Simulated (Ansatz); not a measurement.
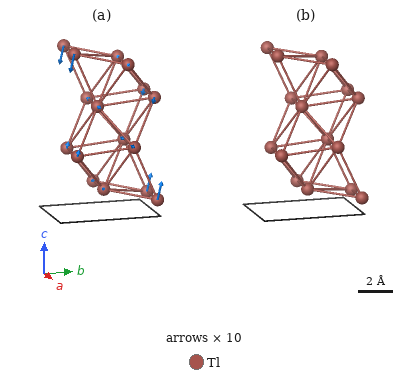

The structure of a slab of composition Tl (cut from the P6_3/mmc phase) before (left) and after (right) a relaxation, at one scale. The blue arrows give the displacements, 10 times their true length.

The picture is a ball-and-stick view of the 2 × 1 repeat of the cell, outlined in the plane, without the vacuum, seen slightly off an axis.

The slab is the (1 0 1) face of Tl.

Method: DFT PBE, scalar-relativistic, plane waves, PAW (Ansatz 0.2.0).

Input
```yaml
crystal:
  lattice:
    - [3.612429659, 0.0, 0.0]
    - [-1.8062148295, 6.3843122089, 0.0]
    - [0.0, 0.0, 23.6358350141]
  atoms:
    - { symbol: Tl, position: [0.9850558853, 0.9701117705, 0.317314789] }
    - { symbol: Tl, position: [0.2550660462, 0.5101320924, 0.3365448112] }
    - { symbol: Tl, position: [0.605116851, 0.210233702, 0.4326949223] }
    - { symbol: Tl, position: [0.875127012, 0.7502540239, 0.4519249445] }
    - { symbol: Tl, position: [0.2251778168, 0.4503556335, 0.5480750555] }
    - { symbol: Tl, position: [0.4951879777, 0.9903759554, 0.5673050777] }
    - { symbol: Tl, position: [0.8452387825, 0.690477565, 0.6634551888] }
    - { symbol: Tl, position: [0.1152489435, 0.2304978869, 0.682685211] }
basis:
  ecutwfc: 420
kpoints:
  mp_grid: { grid: [10, 6, 1] }
hamiltonian:
  xc: pbe
scf:
  occupations: { method: gaussian, width: 0.1 }
output:
  forces: true
  eigenvalues: true
  write_density: true
  write_potential: true
  elf: true
  volumetric_format: npy
relax:
  adjacent_minimum: "off"
  f_tol: 0.02
  max_steps: 60
efield:
  axis: 3
  dipole_correction: true
  ramp_width: 0.04
```

Command:
```bash
ansatz run input.yaml --threads 2 --pin off --max-ram 5632MiB --backend cpu --events-out ev --progress --plain --runs-dir out
```

### Describe what moved and what it gained.

The largest moves relative to the layer's centre, 0.12 Å, are those of Tl1 and Tl8. Tl1 goes at 17° to the normal (+c side). The lattice vectors keep their values. Some distances before and after: Tl1–Tl4 3.477 → 3.397 Å, Tl3–Tl6 3.477 → 3.406 Å, Tl1–Tl3 3.612 → 3.543 Å, Tl4–Tl5 3.477 → 3.418 Å. Among the angles between lasting bonds that change: Tl2–Tl1–Tl4 106.3° → 109.4°, Tl1–Tl2–Tl3 145.1° → 142.6°. The energy falls by 11.6 meV per cell of the calculation in 4 geometry steps. Largest force component: 0.072 eV/Å at the start, 0.0022 eV/Å at the end. The run took 5.6 min on 2 threads of Arm Neoverse V1 (shared host), peak memory 1.2 GiB.
